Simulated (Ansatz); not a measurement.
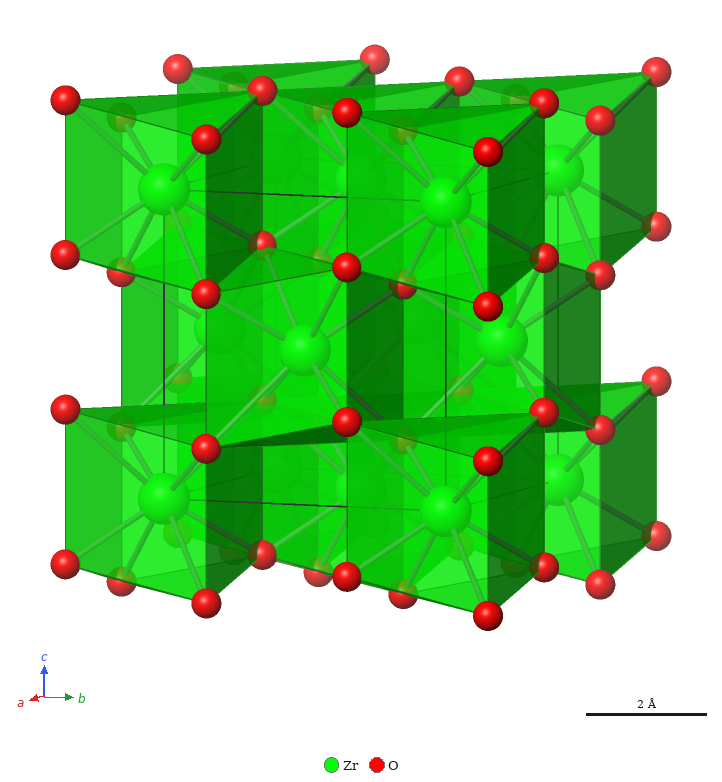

*The structure as given in the input (polyhedral view of the cell of the calculation, seen slightly off an axis; polyhedra are completed across the faces of the cell).*

# Run report: ZrO₂, single-point calculation

The run: single-point calculation of ZrO₂ (P4₂/nmc, 12 atoms in the cell). Method and program: DFT r2SCAN, scalar-relativistic, plane waves, PAW, no spin polarisation (Ansatz 0.2.0).

The structure derives from a Materials Project entry. It belongs to a series of runs on one base structure; here: band edges sought over the zone.

Output:
```
Engine: ansatz 0.2.0, x86_64-unknown-linux-gnu
Pseudopotentials: kind: paw
Pseudopotential: Zr, paw, valence charge 12, recommended cutoff 500 eV (meta_gga), Zr.paw.azcp
Pseudopotential: O, paw, valence charge 6, recommended cutoff 500 eV (meta_gga), O.paw.azcp
Functional definition: r2SCAN
  parameter k0 = 0.174
  parameter k1 = 0.065
  parameter a1 = 4.9479
  exchange = r2scan_x(k0 = k0, k1 = k1, a1 = a1)
  correlation = r2scan_c
Crystal: 12 atoms, lattice volume = 135.611 Å³
Basis set: ecut = 500 eV, 3463 PW (Γ), exchange–correlation on 160×160×160 points (64 copies of the dense FFT grid, shifted against one another)
Bands: 60, of which v1, the nominal top of the filled ones, is band 48 counted from 1 (47 counted from 0)
Symmetry: 32 space group operations
Space group: P42/nmc (ITA 137), of the structure as read, at distance tolerance 5.1e-5 Å
k-points: 40 of 216
Non-local potential: Zr, projectors of the file, l = 0: 3, l = 1: 2, l = 2: 2, l = 3: 2
Non-local potential: O, projectors of the file, l = 0: 2, l = 1: 2, l = 2: 1
PAW form: soft (Blöchl's): semilocal exchange-correlation on the pseudo side does not see the compensation charge
PAW frozen core: Zr, regenerated for the run's functional (the file was generated under x = pbe(κ = 0.804, μ = 0.2195149727645171), c = pbe(β = 0.06672455060314922))
PAW frozen core: O, regenerated for the run's functional (the file was generated under x = pbe(κ = 0.804, μ = 0.2195149727645171), c = pbe(β = 0.06672455060314922))
PAW one-centre angular grid: Zr, 590 points (default); XC on 160 Gauss nodes
PAW one-centre angular grid: O, 302 points (default); XC on 160 Gauss nodes
Initial density: read from a saved state, or passed on in memory by an earlier SCF of this step, an earlier step, the calling program or the single point that the run made first
Initial wavefunctions: pseudopotential atomic-orbital guess
Functional: x = r2scan, c = r2scan; τ floored in thin density (d = 2e-4 eV/Å³)
iter 1 solved again at ethr=1.43e-8 eV; its pass at ethr=3.10e-3 eV (dr2=1.37e-5 eV) is discarded
SCF iter   1: F=—  HF=-21352.591747 eV  |F-HF|=—  |Δ(HF+E_count)|=         —  Δρ=4.70e-7  dr2=1.61e-10  dr2_τ=2.70e-11  ethr=1.43e-8  ⟨swp⟩=4.4  Hψ=16716  notcnv=0
eigensolver tolerance schedule: the retry pair's looser diagonalisation over-reported the residual by 85539.25 of it (diagonalisation noise at 0.65 of the residual, at the tolerance the schedule requests for it); recorded, not acted on — ethr = c·dr2/N_el stays at c = 1.0e-1
preconditioner: auto → Resta (q_TF=auto, 2.576 Å⁻¹)  ε∞=3.9  [insulator: Δε(μ)=4.604 eV  Ē_g=17.651 eV  σ=0.020 eV  W_gap=1.00  n_scr=32 (ndim 8)  ℏωp=29.9 eV  f_vac=0.019  D(μ)=0.00/eV (n_scr^D=0)  ε∞_Penn≈3.9]
SCF iter   2: F=-21352.591747 eV  HF=-21352.591747 eV  |F-HF|=4.00e-11  |Δ(HF+E_count)|=   1.03e-7  Δρ=2.72e-7  dr2=5.37e-11  dr2_τ=2.86e-11  ethr=1.00e-12  ⟨swp⟩=7.4  Hψ=8728  notcnv=0
SCF 1 converged in 2 iterations: F = -21352.591747 eV  dr2 = 5.37e-11
  greatest PAW one-centre occupation: 0.990 electrons in one spin orbital (limit 2), on the Zr atom at site 3 (counted from 0), in its partial waves of l = 1
NSCF: frozen V_eff on 40 k-points
NSCF: frozen V_eff on 40 k-points
NSCF: frozen V_eff on 40 k-points
NSCF: frozen V_eff on 40 k-points
NSCF: frozen V_eff on 10 k-points
NSCF: frozen V_eff on 10 k-points
NSCF: frozen V_eff on 16 k-points
NSCF: frozen V_eff on 8 k-points
NSCF: frozen V_eff on 16 k-points
NSCF: frozen V_eff on 11 k-points
NSCF: frozen V_eff on 11 k-points
NSCF: frozen V_eff on 3 k-points
NSCF: frozen V_eff on 3 k-points
SCF converged after 2 iterations
Free energy (F): -21352.591747 eV
Harris-Foulkes:  -21352.591747 eV  (|F-HF|=4.00e-11)
Internal energy: -21352.591747 eV  (E = F + TS)
E sigma→0 (E₀):  -21352.591747 eV
Fermi energy:    13.043903 eV
--- Per-component energies (eV) ---
  E_band       = -372.069725
  E_kinetic    = 2756.272912
  E_local      = -4706.800270  (includes V_loc(G=0)·N_el)
  E_nonlocal   = 678.596625
  E_hartree    = 1556.225239
  E_xc         = -1221.871010
  E_vxc        = -1704.841062  (∫ρ·V_xc dr)
  E_paw        = -13158.403333  (= ΣΔE_a)
  E_vpaw       = -611.395158  (= ΣTr[D̂ρ^β])
  E_aug_tail   = 0.008242  (compensation charges beyond the density's cutoff)
  E_vtau       = 103.638283  (kinetic-family band-sum trace: ∫τ·v_τ [+ j·A + Jᵃ·Aᵃ] dr)
  E_ewald      = -7255.705658
  E_core_change = -0.914494  (= ΣΔE_core)
  E_smearing   = -0.000000  (= −TS)
  E_closure    = -0.000000  (closes the sum)
  Σ components = -21352.591747   (vs F -21352.591747, Δ=0.00e0)
--- Forces (eV/Å), atoms counted from 1 ---
  atom   1  Zr    -0.00000000    -0.00000000    -0.00000000
  atom   2  Zr    -0.00000000    -0.00000000    -0.00000000
  atom   3  Zr     0.00000000     0.00000000     0.00000000
  atom   4  Zr     0.00000000     0.00000000     0.00000000
  atom   5  O      0.00000000    -0.00000000    -0.00037993
  atom   6  O      0.00000000    -0.00000000    -0.00037993
  atom   7  O     -0.00000000    -0.00000000    -0.00037993
  atom   8  O     -0.00000000    -0.00000000    -0.00037993
  atom   9  O      0.00000000     0.00000000     0.00037993
  atom  10  O      0.00000000     0.00000000     0.00037993
  atom  11  O      0.00000000     0.00000000     0.00037993
  atom  12  O      0.00000000     0.00000000     0.00037993
  max |Σ_I F_I| component: 7.26e-18 eV/Å
--- Stress (GPa, compression-positive) ---
       -0.002017      -0.000000       0.000000
        0.000000      -0.002017       0.000000
        0.000000       0.000000       0.001355
  P = ⅓ Tr σ = -0.0009 GPa (-0.009 kbar)
--- Band table (eV; the first three rows and the last of 40) ---
  k-point 0: bands = ["-38.1435", "-38.0902", "-38.0816", "-38.0816", "-16.0827", "-16.0827", "-16.0171", "-15.5810", "-15.5810", "-15.4614", "-15.4614", "-15.4384", "-15.4384", "-15.3413", "-15.2932", "-15.2932", "-7.7538", "-6.5652", "-6.3363", "-6.3363", "-5.9115", "-5.6677", "-5.6617", "-5.6617", "5.5598", "5.5598", "5.8768", "6.0809", "6.2584", "6.2584", "7.9932", "7.9932", "8.1122", "8.1122", "8.3121", "8.3121", "9.4231", "9.4231", "9.6491", "9.6491", "9.9390", "9.9390", "10.0254", "10.3169", "10.3169", "10.5878", "10.6355", "10.6355", "15.3457", "15.8486", "16.4050", "16.4050", "16.5288", "16.6199", "16.7438", "16.7438", "17.5596", "17.5596", "17.9485", "18.0627"]
  k-point 1: bands = ["-38.1399", "-38.0938", "-38.0816", "-38.0816", "-16.0513", "-16.0513", "-15.9774", "-15.6171", "-15.6171", "-15.4620", "-15.4620", "-15.4288", "-15.4288", "-15.3933", "-15.3030", "-15.3030", "-7.6364", "-6.5100", "-6.2877", "-6.2877", "-6.0531", "-5.7264", "-5.7037", "-5.7037", "5.6970", "5.6970", "6.0896", "6.3358", "6.3358", "6.3380", "7.8254", "7.8254", "7.9992", "7.9992", "8.2169", "8.2169", "9.4921", "9.4921", "9.6323", "9.6835", "9.6835", "9.7947", "9.7947", "10.1815", "10.4527", "10.4527", "10.6559", "10.6559", "15.4136", "15.9593", "16.4115", "16.4115", "16.4351", "16.6222", "16.8004", "16.8004", "17.5754", "17.5754", "18.0038", "18.0038"]
  k-point 2: bands = ["-38.1302", "-38.1035", "-38.0816", "-38.0816", "-15.9642", "-15.9642", "-15.8653", "-15.7138", "-15.7138", "-15.5295", "-15.4633", "-15.4633", "-15.4026", "-15.4026", "-15.3297", "-15.3297", "-7.3153", "-6.4113", "-6.3548", "-6.1577", "-6.1577", "-5.8988", "-5.8209", "-5.8209", "6.0813", "6.0813", "6.5631", "6.5631", "6.7047", "7.0467", "7.3537", "7.3537", "7.4659", "7.4659", "8.5136", "8.5136", "8.6988", "9.2075", "9.3200", "9.3200", "9.4199", "9.4199", "10.0396", "10.0396", "10.6102", "10.6102", "10.6973", "10.6973", "15.6059", "16.1922", "16.2337", "16.4234", "16.4234", "16.6293", "16.9136", "16.9136", "17.6287", "17.6287", "17.8682", "17.8682"]
  k-point 39: bands = ["-38.0991", "-38.0991", "-38.0991", "-38.0991", "-16.0096", "-16.0096", "-16.0096", "-16.0096", "-15.4183", "-15.4183", "-15.4183", "-15.4183", "-15.3477", "-15.3477", "-15.3477", "-15.3477", "-6.8266", "-6.8266", "-6.8266", "-6.8266", "-5.6883", "-5.6883", "-5.6883", "-5.6883", "6.9008", "6.9008", "6.9008", "6.9008", "7.2309", "7.2309", "7.2309", "7.2309", "8.4114", "8.4114", "8.4114", "8.4114", "8.9138", "8.9138", "8.9138", "8.9138", "9.4300", "9.4300", "9.4300", "9.4300", "9.8920", "9.8920", "9.8920", "9.8920", "15.8204", "15.8204", "15.8204", "15.8204", "16.1536", "16.1536", "16.1536", "16.1536", "17.7327", "17.7327", "17.7327", "17.7327"]
```

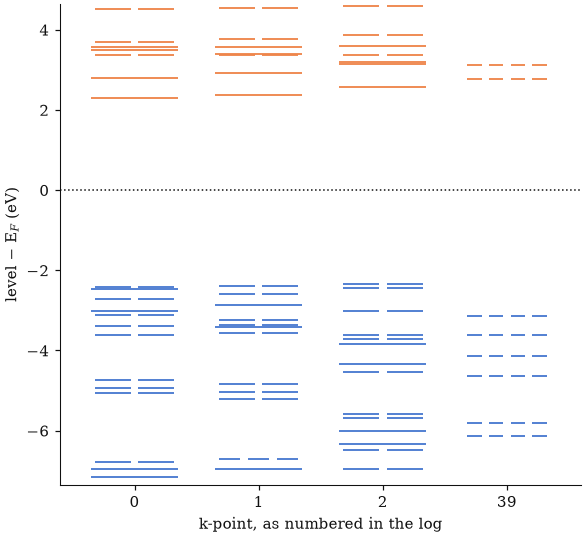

*Kohn–Sham levels near the Fermi level (dotted) at the few k-points that the log prints; levels within 0.02 eV of each other stand side by side.*

Among these points the highest filled and lowest empty levels are 4.65 eV apart; the gap on the full mesh, 4.60 eV, has an edge at a point that isn't printed.

The run was set up as follows.

Input file:
```yaml
crystal:
  lattice:
    - [3.6013519666, -3.6013519666, 0.0]
    - [3.6013519666, 3.6013519666, 0.0]
    - [0.0, 0.0, 5.2279684245]
  atoms:
    - { symbol: Zr, position: [1.0, 0.0, 0.0] }
    - { symbol: Zr, position: [0.5, 0.5, 0.0] }
    - { symbol: Zr, position: [0.0, 0.5, 0.5] }
    - { symbol: Zr, position: [0.5, 0.0, 0.5] }
    - { symbol: O, position: [0.25, 0.75, 0.3032141989] }
    - { symbol: O, position: [0.75, 0.25, 0.3032141989] }
    - { symbol: O, position: [0.25, 0.75, 0.8032141989] }
    - { symbol: O, position: [0.75, 0.25, 0.8032141989] }
    - { symbol: O, position: [0.75, 0.75, 0.6967858011] }
    - { symbol: O, position: [0.25, 0.25, 0.6967858011] }
    - { symbol: O, position: [0.25, 0.25, 0.1967858011] }
    - { symbol: O, position: [0.75, 0.75, 0.1967858011] }
basis:
  ecutwfc: 500
kpoints:
  mp_grid: { grid: [6, 6, 6] }
  band_path: { path: [VBM, CBM], npoints: 2 }
hamiltonian:
  xc: r2scan
scf:
  occupations: { method: gaussian, width: 0.02 }
output:
  forces: true
  stress: true
  eigenvalues: true
checkpoint:
  read: start.run
  write: ck
  compress: false
  write_wavefunctions: false
  write_every: 100000
```

Launch command:
```bash
ansatz run input.yaml --threads 2 --pin off --max-ram 5120MiB --backend cpu --events-out ev --progress --plain --runs-dir out
```

Key numbers:

```json
{"quantity": "outcome", "value": "converged"}
{"quantity": "space group (tolerance 0.01 Å)", "value": "P4₂/nmc (137)"}
{"quantity": "electrons treated", "value": "96"}
{"quantity": "free energy", "value": "−21352.5917 eV"}
{"quantity": "Fermi energy", "value": "13.044 eV"}
{"quantity": "gap on the k-point mesh", "value": "4.60 eV"}
{"quantity": "gap on the band path", "value": "4.60 eV"}
{"quantity": "pressure", "value": "0.00 GPa"}
{"quantity": "largest force (length of the vector)", "value": "under 0.001 eV/Å"}
{"quantity": "hardware", "value": "2 threads of Oxide Virtual Turin-like (Zen 5), 32 GiB of memory available, shared host"}
{"quantity": "wall time", "value": "42 s (CPU time 81 s)"}
{"quantity": "peak memory", "value": "0.87 GiB"}
```
